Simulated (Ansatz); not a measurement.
# How the conductance of NiSi2/Si/CoSi2 changes with thickness, part 6 of 7

Aim: the conductance of NiSi2/Si/CoSi2 junctions as the barrier thickens. The lower electrode is NiSi2 fluorite(111) turned by 180 degrees (type B), the upper one CoSi2 fluorite(111) turned by 180 degrees (type B); the barrier is Si diamond(111) (whole bilayers). In the first transport cell, after relaxation, the nearest pair of electrode and barrier is Si–Si at 2.37 Å, along the normal, at the lower face and Si–Si at 2.39 Å, along the normal, at the upper one. All share a net of side 3.84 Å, which strains the lower electrode by +0.0 %, the upper one by +1.3 % and the barrier by -0.7 %, against typed lattice constants near PBE's. The first steps treat the bulk electrodes alone.

Ansatz 0.2.0; PBE DFT, plane waves, PAW files (the session's first sound run).

So far, transmission at the Fermi level (a spin, zone mean): step 5 (T(E) of the junction) 0.0759; step 6 (conductance on a fine mesh, atomic planes in the barrier 4, gap between the …) 0.124; step 7 (conductance on a fine mesh, 57 atoms) 0.0648. Also channels of the lower lead: step 5 1.16; step 7 1.06.

## (8) Conductance on a fine mesh, atomic planes in the barrier 8, gap between the electrodes 15.07 Å

Level of this step: PBE DFT, plane waves, PAW files; ballistic transmission by layer matching between semi-infinite leads (Ansatz).

System of this step: NiSi2/Si/CoSi2. The cell holds 59 atoms: 42 Si, 8 Ni and 9 Co. Its edges and angles: a = 3.840 Å, b = 3.840 Å, c = 79.754 Å, α = 90.0°, β = 90.0°, γ = 120.0°. Regions: left electrode, 25 atoms (17 Si and 8 Ni); barrier, 8 atoms (8 Si); right electrode, 26 atoms (17 Si and 9 Co). Vacuum lies along c.

Barrier layers are added or taken out in the middle, and the relaxed faces stay.

The input, input.yaml:

```yaml
crystal:
  lattice:
    - [3.84, 0.0, 0.0]
    - [-1.92, 3.3255375505, 0.0]
    - [0.0, 0.0, 79.7536033189]
  atoms:
    - { symbol: Si, position: [0.0, 0.0, 0.087770329] }
    - { symbol: Si, position: [0.33333333, 0.66666667, 0.1073521042] }
    - { symbol: Ni, position: [0.0, 0.0, 0.1173894563] }
    - { symbol: Si, position: [0.66666667, 0.33333333, 0.1274268084] }
    - { symbol: Si, position: [0.0, 0.0, 0.1470085837] }
    - { symbol: Ni, position: [0.66666667, 0.33333333, 0.1570459358] }
    - { symbol: Si, position: [0.33333333, 0.66666667, 0.1670832879] }
    - { symbol: Si, position: [0.66666667, 0.33333333, 0.1866650631] }
    - { symbol: Ni, position: [0.33333333, 0.66666667, 0.1967024153] }
    - { symbol: Si, position: [0.0, 0.0, 0.2067397674] }
    - { symbol: Si, position: [0.33333333, 0.66666667, 0.2263215426] }
    - { symbol: Ni, position: [0.0, 0.0, 0.2363588947] }
    - { symbol: Si, position: [0.66666667, 0.33333333, 0.2463962468] }
    - { symbol: Si, position: [0.0, 0.0, 0.2659780221] }
    - { symbol: Ni, position: [0.66666667, 0.33333333, 0.2760153742] }
    - { symbol: Si, position: [0.33333333, 0.66666667, 0.2860527263] }
    - { symbol: Si, position: [0.66666667, 0.33333333, 0.3056345015] }
    - { symbol: Ni, position: [0.33333333, 0.66666667, 0.3156718537] }
    - { symbol: Si, position: [0.0, 0.0, 0.3257092058] }
    - { symbol: Si, position: [0.33333333, 0.66666667, 0.345290981] }
    - { symbol: Ni, position: [0.0, 0.0, 0.3553283331] }
    - { symbol: Si, position: [0.66666667, 0.33333333, 0.3653656852] }
    - { symbol: Si, position: [0.0, 0.0, 0.3849474605] }
    - { symbol: Ni, position: [0.66666667, 0.33333333, 0.3949848126] }
    - { symbol: Si, position: [0.33333333, 0.66666667, 0.4062229259] }
    - { symbol: Si, position: [0.33333333, 0.66666667, 0.4359496784] }
    - { symbol: Si, position: [0.66666667, 0.33333333, 0.4459660819] }
    - { symbol: Si, position: [0.66666667, 0.33333333, 0.4757047115] }
    - { symbol: Si, position: [0.0, 0.0, 0.4857354508] }
    - { symbol: Si, position: [0.0, 0.0, 0.5154971225] }
    - { symbol: Si, position: [0.33333333, 0.66666667, 0.5255278617] }
    - { symbol: Si, position: [0.33333333, 0.66666667, 0.5552895334] }
    - { symbol: Si, position: [0.66666667, 0.33333333, 0.5652336313] }
    - { symbol: Si, position: [0.66666667, 0.33333333, 0.5952079337] }
    - { symbol: Co, position: [0.33333333, 0.66666667, 0.6047306583] }
    - { symbol: Si, position: [0.0, 0.0, 0.614088041] }
    - { symbol: Si, position: [0.33333333, 0.66666667, 0.6338106522] }
    - { symbol: Co, position: [0.0, 0.0, 0.6431680349] }
    - { symbol: Si, position: [0.66666667, 0.33333333, 0.6525254176] }
    - { symbol: Si, position: [0.0, 0.0, 0.6722480288] }
    - { symbol: Co, position: [0.66666667, 0.33333333, 0.6816054115] }
    - { symbol: Si, position: [0.33333333, 0.66666667, 0.6909627942] }
    - { symbol: Si, position: [0.66666667, 0.33333333, 0.7106854054] }
    - { symbol: Co, position: [0.33333333, 0.66666667, 0.7200427881] }
    - { symbol: Si, position: [0.0, 0.0, 0.7294001708] }
    - { symbol: Si, position: [0.33333333, 0.66666667, 0.749122782] }
    - { symbol: Co, position: [0.0, 0.0, 0.7584801647] }
    - { symbol: Si, position: [0.66666667, 0.33333333, 0.7678375474] }
    - { symbol: Si, position: [0.0, 0.0, 0.7875601585] }
    - { symbol: Co, position: [0.66666667, 0.33333333, 0.7969175413] }
    - { symbol: Si, position: [0.33333333, 0.66666667, 0.806274924] }
    - { symbol: Si, position: [0.66666667, 0.33333333, 0.8259975351] }
    - { symbol: Co, position: [0.33333333, 0.66666667, 0.8353549178] }
    - { symbol: Si, position: [0.0, 0.0, 0.8447123006] }
    - { symbol: Si, position: [0.33333333, 0.66666667, 0.8644349117] }
    - { symbol: Co, position: [0.0, 0.0, 0.8737922944] }
    - { symbol: Si, position: [0.66666667, 0.33333333, 0.8831496771] }
    - { symbol: Si, position: [0.0, 0.0, 0.9028722883] }
    - { symbol: Co, position: [0.66666667, 0.33333333, 0.912229671] }
kpoints:
  mp_grid: { grid: [8, 8, 1] }
scf:
  occupations: { method: fermi_dirac, width: 0.1 }
  max_iter: 150
hamiltonian:
  xc: pbe
output:
  transmission:
    kmesh: [24, 24]
    e_range: [-0.26, 0.27]
    de: 0.0375
    leads: [[10, 13], [45, 48]]
```

Launch:

```bash
$ ansatz run input.yaml --threads 8 --pin off --max-ram 24576MiB --backend cpu --events-out ev --progress --plain --runs-dir out
```

Numbers of over 12 decimals in the logs are rounded to 6 here.

Output:

```text
[...]
Crystal: 59 atoms, lattice volume = 1018.459 Å³
Basis set: ecut = 420 eV, 19863 PW (Γ)
Bands: 292, of which v1, the nominal top of the filled ones, is band 233 counted from 1 (232 counted from 0)
Symmetry: 6 space group operations
[...]
k-points: 10 of 64 (time reversal used)
[...]
channels       : 1.060764e0 a spin
[...]
slowest decay  : 0.0350 /Å at (0.2083, 0.1667)
[...]
filled         : 12.3 meV over the level at which it is neutral
    channels       : 1.369792e0 a spin
[...]
slowest decay  : 0.1116 /Å at (0.4167, 0.0833)
  junction   : crystal 0 to crystal 1, 20.43 to 58.96 Å
    transmission   : 3.504702e-2 a spin
[...]
resistance     : 4.8516e-2 Ω µm² beyond half of each lead's own
[key lines of the parts left out:]
SCF converged after 14 iterations
Free energy (F): -119573.480497 eV
Fermi energy:    8.576745 eV
```

Wall time 4.4 min (8 threads of Arm Neoverse V2, shared host); peak memory 10 GiB; 30 min of CPU time.

G = 2.0e13 S/m² (1/G = 0.0499 Ω µm²), 0.50 times the step before of this kind. The largest error estimate is 16 %, from the mesh across the current. In the worse lead the potential repeats within 7.2 meV, which the program lets pass, though it still puts 8.4 % of error on the junction's conductance through them.

## (9) Conductance on a fine mesh, atomic planes in the barrier 12, gap between the electrodes 21.42 Å

System of this step: NiSi2/Si/CoSi2. The cell holds 63 atoms: 46 Si, 8 Ni and 9 Co. Its edges and angles: a = 3.840 Å, b = 3.840 Å, c = 86.101 Å, α = 90.0°, β = 90.0°, γ = 120.0°. Regions: left electrode, 25 atoms (17 Si and 8 Ni); barrier, 12 atoms (12 Si); right electrode, 26 atoms (17 Si and 9 Co). Vacuum lies along c.

Barrier layers are added or taken out in the middle, and the relaxed faces stay.

The input, input.yaml:

```yaml
crystal:
  lattice:
    - [3.84, 0.0, 0.0]
    - [-1.92, 3.3255375505, 0.0]
    - [0.0, 0.0, 86.1007796367]
  atoms:
    - { symbol: Si, position: [0.0, 0.0, 0.0813000768] }
    - { symbol: Si, position: [0.33333333, 0.66666667, 0.099438323] }
    - { symbol: Ni, position: [0.0, 0.0, 0.1087357417] }
    - { symbol: Si, position: [0.66666667, 0.33333333, 0.1180331604] }
    - { symbol: Si, position: [0.0, 0.0, 0.1361714065] }
    - { symbol: Ni, position: [0.66666667, 0.33333333, 0.1454688252] }
    - { symbol: Si, position: [0.33333333, 0.66666667, 0.1547662439] }
    - { symbol: Si, position: [0.66666667, 0.33333333, 0.1729044901] }
    - { symbol: Ni, position: [0.33333333, 0.66666667, 0.1822019088] }
    - { symbol: Si, position: [0.0, 0.0, 0.1914993275] }
    - { symbol: Si, position: [0.33333333, 0.66666667, 0.2096375736] }
    - { symbol: Ni, position: [0.0, 0.0, 0.2189349923] }
    - { symbol: Si, position: [0.66666667, 0.33333333, 0.228232411] }
    - { symbol: Si, position: [0.0, 0.0, 0.2463706572] }
    - { symbol: Ni, position: [0.66666667, 0.33333333, 0.2556680759] }
    - { symbol: Si, position: [0.33333333, 0.66666667, 0.2649654946] }
    - { symbol: Si, position: [0.66666667, 0.33333333, 0.2831037407] }
    - { symbol: Ni, position: [0.33333333, 0.66666667, 0.2924011594] }
    - { symbol: Si, position: [0.0, 0.0, 0.3016985782] }
    - { symbol: Si, position: [0.33333333, 0.66666667, 0.3198368243] }
    - { symbol: Ni, position: [0.0, 0.0, 0.329134243] }
    - { symbol: Si, position: [0.66666667, 0.33333333, 0.3384316617] }
    - { symbol: Si, position: [0.0, 0.0, 0.3565699078] }
    - { symbol: Ni, position: [0.66666667, 0.33333333, 0.3658673266] }
    - { symbol: Si, position: [0.33333333, 0.66666667, 0.3762769888] }
    - { symbol: Si, position: [0.33333333, 0.66666667, 0.4038123448] }
    - { symbol: Si, position: [0.66666667, 0.33333333, 0.4130903592] }
    - { symbol: Si, position: [0.66666667, 0.33333333, 0.4406367168] }
    - { symbol: Si, position: [0.0, 0.0, 0.4499280102] }
    - { symbol: Si, position: [0.0, 0.0, 0.4774957113] }
    - { symbol: Si, position: [0.33333333, 0.66666667, 0.4867870047] }
    - { symbol: Si, position: [0.33333333, 0.66666667, 0.5143547058] }
    - { symbol: Si, position: [0.66666667, 0.33333333, 0.5236459991] }
    - { symbol: Si, position: [0.66666667, 0.33333333, 0.5512137002] }
    - { symbol: Si, position: [0.0, 0.0, 0.5605049936] }
    - { symbol: Si, position: [0.0, 0.0, 0.5880726947] }
    - { symbol: Si, position: [0.33333333, 0.66666667, 0.5972837337] }
    - { symbol: Si, position: [0.33333333, 0.66666667, 0.6250483908] }
    - { symbol: Co, position: [0.0, 0.0, 0.6338691193] }
    - { symbol: Si, position: [0.66666667, 0.33333333, 0.6425366945] }
    - { symbol: Si, position: [0.0, 0.0, 0.6608053945] }
    - { symbol: Co, position: [0.66666667, 0.33333333, 0.6694729697] }
    - { symbol: Si, position: [0.33333333, 0.66666667, 0.678140545] }
    - { symbol: Si, position: [0.66666667, 0.33333333, 0.696409245] }
    - { symbol: Co, position: [0.33333333, 0.66666667, 0.7050768202] }
    - { symbol: Si, position: [0.0, 0.0, 0.7137443955] }
    - { symbol: Si, position: [0.33333333, 0.66666667, 0.7320130954] }
    - { symbol: Co, position: [0.0, 0.0, 0.7406806707] }
    - { symbol: Si, position: [0.66666667, 0.33333333, 0.749348246] }
    - { symbol: Si, position: [0.0, 0.0, 0.7676169459] }
    - { symbol: Co, position: [0.66666667, 0.33333333, 0.7762845212] }
    - { symbol: Si, position: [0.33333333, 0.66666667, 0.7849520965] }
    - { symbol: Si, position: [0.66666667, 0.33333333, 0.8032207964] }
    - { symbol: Co, position: [0.33333333, 0.66666667, 0.8118883717] }
    - { symbol: Si, position: [0.0, 0.0, 0.820555947] }
    - { symbol: Si, position: [0.33333333, 0.66666667, 0.8388246469] }
    - { symbol: Co, position: [0.0, 0.0, 0.8474922222] }
    - { symbol: Si, position: [0.66666667, 0.33333333, 0.8561597975] }
    - { symbol: Si, position: [0.0, 0.0, 0.8744284974] }
    - { symbol: Co, position: [0.66666667, 0.33333333, 0.8830960727] }
    - { symbol: Si, position: [0.33333333, 0.66666667, 0.891763648] }
    - { symbol: Si, position: [0.66666667, 0.33333333, 0.9100323479] }
    - { symbol: Co, position: [0.33333333, 0.66666667, 0.9186999232] }
kpoints:
  mp_grid: { grid: [8, 8, 1] }
scf:
  occupations: { method: fermi_dirac, width: 0.1 }
  max_iter: 150
hamiltonian:
  xc: pbe
output:
  transmission:
    kmesh: [24, 24]
    e_range: [-0.26, 0.27]
    de: 0.0375
    leads: [[10, 13], [49, 52]]
```

Output:

```text
[...]
Crystal: 63 atoms, lattice volume = 1099.512 Å³
Basis set: ecut = 420 eV, 21419 PW (Γ)
Bands: 304, of which v1, the nominal top of the filled ones, is band 241 counted from 1 (240 counted from 0)
Symmetry: 6 space group operations
[...]
k-points: 10 of 64 (time reversal used)
[...]
channels       : 1.060764e0 a spin
[...]
slowest decay  : 0.0352 /Å at (0.2083, 0.1667)
[...]
filled         : 12.1 meV over the level at which it is neutral
    channels       : 1.369792e0 a spin
[...]
slowest decay  : 0.1113 /Å at (0.4167, 0.0833)
  junction   : crystal 0 to crystal 1, 20.43 to 65.31 Å
    transmission   : 8.977044e-3 a spin
[...]
resistance     : 1.6241e-1 Ω µm² beyond half of each lead's own
[key lines of the parts left out:]
SCF converged after 13 iterations
Free energy (F): -122116.715812 eV
Fermi energy:    8.403562 eV
```

Wall time 4.4 min (8 threads); peak memory 11 GiB.

G = 6.1e12 S/m² (1/G = 0.164 Ω µm²), 0.30 times the step before of this kind. The largest error estimate is 42 %, from the mesh across the current. In the worse lead the potential repeats within 7.1 meV, which the program lets pass, though it still puts 12 % of error on the junction's conductance through them.

## (10) Conductance on a fine mesh, atomic planes in the barrier 14, gap between the electrodes 24.59 Å

System of this step: NiSi2/Si/CoSi2. The cell holds 65 atoms: 48 Si, 8 Ni and 9 Co. Its edges and angles: a = 3.840 Å, b = 3.840 Å, c = 89.274 Å, α = 90.0°, β = 90.0°, γ = 120.0°. Regions: left electrode, 25 atoms (17 Si and 8 Ni); barrier, 14 atoms (14 Si); right electrode, 26 atoms (17 Si and 9 Co). Vacuum lies along c.

Barrier layers are added or taken out in the middle, and the relaxed faces stay.

The input, input.yaml:

```yaml
crystal:
  lattice:
    - [3.84, 0.0, 0.0]
    - [-1.92, 3.3255375505, 0.0]
    - [0.0, 0.0, 89.2743677956]
  atoms:
    - { symbol: Si, position: [0.0, 0.0, 0.0784099644] }
    - { symbol: Si, position: [0.33333333, 0.66666667, 0.0959034194] }
    - { symbol: Ni, position: [0.0, 0.0, 0.1048703269] }
    - { symbol: Si, position: [0.66666667, 0.33333333, 0.1138372344] }
    - { symbol: Si, position: [0.0, 0.0, 0.1313306894] }
    - { symbol: Ni, position: [0.66666667, 0.33333333, 0.1402975969] }
    - { symbol: Si, position: [0.33333333, 0.66666667, 0.1492645044] }
    - { symbol: Si, position: [0.66666667, 0.33333333, 0.1667579594] }
    - { symbol: Ni, position: [0.33333333, 0.66666667, 0.1757248669] }
    - { symbol: Si, position: [0.0, 0.0, 0.1846917744] }
    - { symbol: Si, position: [0.33333333, 0.66666667, 0.2021852294] }
    - { symbol: Ni, position: [0.0, 0.0, 0.2111521369] }
    - { symbol: Si, position: [0.66666667, 0.33333333, 0.2201190444] }
    - { symbol: Si, position: [0.0, 0.0, 0.2376124994] }
    - { symbol: Ni, position: [0.66666667, 0.33333333, 0.2465794069] }
    - { symbol: Si, position: [0.33333333, 0.66666667, 0.2555463144] }
    - { symbol: Si, position: [0.66666667, 0.33333333, 0.2730397694] }
    - { symbol: Ni, position: [0.33333333, 0.66666667, 0.2820066769] }
    - { symbol: Si, position: [0.0, 0.0, 0.2909735844] }
    - { symbol: Si, position: [0.33333333, 0.66666667, 0.3084670394] }
    - { symbol: Ni, position: [0.0, 0.0, 0.3174339469] }
    - { symbol: Si, position: [0.66666667, 0.33333333, 0.3264008544] }
    - { symbol: Si, position: [0.0, 0.0, 0.3438943094] }
    - { symbol: Ni, position: [0.66666667, 0.33333333, 0.3528612169] }
    - { symbol: Si, position: [0.33333333, 0.66666667, 0.3629008291] }
    - { symbol: Si, position: [0.33333333, 0.66666667, 0.3894573389] }
    - { symbol: Si, position: [0.66666667, 0.33333333, 0.3984055319] }
    - { symbol: Si, position: [0.66666667, 0.33333333, 0.4249726522] }
    - { symbol: Si, position: [0.0, 0.0, 0.4339336521] }
    - { symbol: Si, position: [0.0, 0.0, 0.4605213572] }
    - { symbol: Si, position: [0.33333333, 0.66666667, 0.4694823571] }
    - { symbol: Si, position: [0.33333333, 0.66666667, 0.4960700621] }
    - { symbol: Si, position: [0.66666667, 0.33333333, 0.505031062] }
    - { symbol: Si, position: [0.66666667, 0.33333333, 0.531618767] }
    - { symbol: Si, position: [0.0, 0.0, 0.5405797669] }
    - { symbol: Si, position: [0.0, 0.0, 0.567167472] }
    - { symbol: Si, position: [0.33333333, 0.66666667, 0.5761284719] }
    - { symbol: Si, position: [0.33333333, 0.66666667, 0.6027161769] }
    - { symbol: Si, position: [0.66666667, 0.33333333, 0.6115997754] }
    - { symbol: Si, position: [0.66666667, 0.33333333, 0.6383774349] }
    - { symbol: Co, position: [0.33333333, 0.66666667, 0.6468845979] }
    - { symbol: Si, position: [0.0, 0.0, 0.6552440521] }
    - { symbol: Si, position: [0.33333333, 0.66666667, 0.6728633234] }
    - { symbol: Co, position: [0.0, 0.0, 0.6812227776] }
    - { symbol: Si, position: [0.66666667, 0.33333333, 0.6895822318] }
    - { symbol: Si, position: [0.0, 0.0, 0.7072015031] }
    - { symbol: Co, position: [0.66666667, 0.33333333, 0.7155609573] }
    - { symbol: Si, position: [0.33333333, 0.66666667, 0.7239204115] }
    - { symbol: Si, position: [0.66666667, 0.33333333, 0.7415396828] }
    - { symbol: Co, position: [0.33333333, 0.66666667, 0.749899137] }
    - { symbol: Si, position: [0.0, 0.0, 0.7582585912] }
    - { symbol: Si, position: [0.33333333, 0.66666667, 0.7758778626] }
    - { symbol: Co, position: [0.0, 0.0, 0.7842373168] }
    - { symbol: Si, position: [0.66666667, 0.33333333, 0.792596771] }
    - { symbol: Si, position: [0.0, 0.0, 0.8102160423] }
    - { symbol: Co, position: [0.66666667, 0.33333333, 0.8185754965] }
    - { symbol: Si, position: [0.33333333, 0.66666667, 0.8269349507] }
    - { symbol: Si, position: [0.66666667, 0.33333333, 0.844554222] }
    - { symbol: Co, position: [0.33333333, 0.66666667, 0.8529136762] }
    - { symbol: Si, position: [0.0, 0.0, 0.8612731304] }
    - { symbol: Si, position: [0.33333333, 0.66666667, 0.8788924017] }
    - { symbol: Co, position: [0.0, 0.0, 0.8872518559] }
    - { symbol: Si, position: [0.66666667, 0.33333333, 0.8956113101] }
    - { symbol: Si, position: [0.0, 0.0, 0.9132305814] }
    - { symbol: Co, position: [0.66666667, 0.33333333, 0.9215900356] }
kpoints:
  mp_grid: { grid: [8, 8, 1] }
scf:
  occupations: { method: fermi_dirac, width: 0.1 }
  max_iter: 150
hamiltonian:
  xc: pbe
output:
  transmission:
    kmesh: [24, 24]
    e_range: [-0.26, 0.27]
    de: 0.0375
    leads: [[10, 13], [51, 54]]
```

Output:

```text
[...]
Crystal: 65 atoms, lattice volume = 1140.039 Å³
Basis set: ecut = 420 eV, 22211 PW (Γ)
Bands: 310, of which v1, the nominal top of the filled ones, is band 245 counted from 1 (244 counted from 0)
Symmetry: 6 space group operations
[...]
k-points: 10 of 64 (time reversal used)
[...]
channels       : 1.060764e0 a spin
[...]
slowest decay  : 0.0350 /Å at (0.2083, 0.1667)
[...]
filled         : 12.3 meV over the level at which it is neutral
    channels       : 1.369792e0 a spin
[...]
slowest decay  : 0.1117 /Å at (0.4167, 0.0833)
  junction   : crystal 0 to crystal 1, 20.43 to 68.48 Å
    transmission   : 4.607428e-3 a spin
[...]
resistance     : 2.8226e-1 Ω µm² beyond half of each lead's own
[key lines of the parts left out:]
SCF converged after 14 iterations
Free energy (F): -123388.332216 eV
Fermi energy:    8.327516 eV
```

The job ended after 4.5 min (8 threads; peak memory 12 GiB).

One spin. The transmission, zone mean by energy, zero at the Fermi level:

| energy (eV) | transmission, zone mean |
| --- | --- |
| -0.260 | 0.00715 |
| -0.223 | 0.00544 |
| -0.185 | 0.00590 |
| -0.147 | 0.00817 |
| -0.110 | 0.00529 |
| -0.072 | 0.00514 |
| -0.035 | 0.00477 |
| 0.003 | 0.00461 |
| 0.040 | 0.0120 |
| 0.077 | 0.00355 |
| 0.115 | 0.00279 |
| 0.152 | 0.00251 |
| 0.190 | 0.00228 |
| 0.228 | 0.00213 |
| 0.265 | 0.00201 |

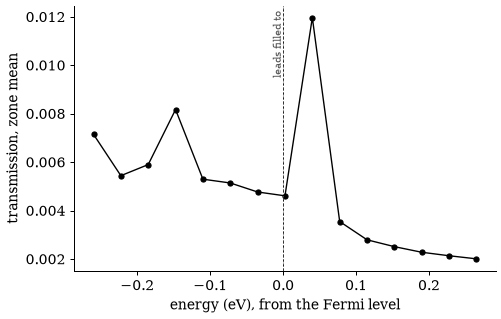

Transmission, zone mean, plotted against energy.

G = 3.5e12 S/m² (1/G = 0.284 Ω µm²), 0.58 times the step before of this kind. The largest error estimate is 55 %, from the mesh across the current. In the worse lead the potential repeats within 7.1 meV, which the program lets pass, though it still puts 15 % of error on the junction's conductance through them.

(Continued in part 7 of 7.)

[Logs are printed without paths, hosts, clocks, repeated set-up lines and the standing remarks that a program may print on its own settings, such as how far it seeks lower states.]

[Hosts, paths, dates, database ids (printed as entryN), source tags and the programs' standing remarks are cut or masked in the printed files.]
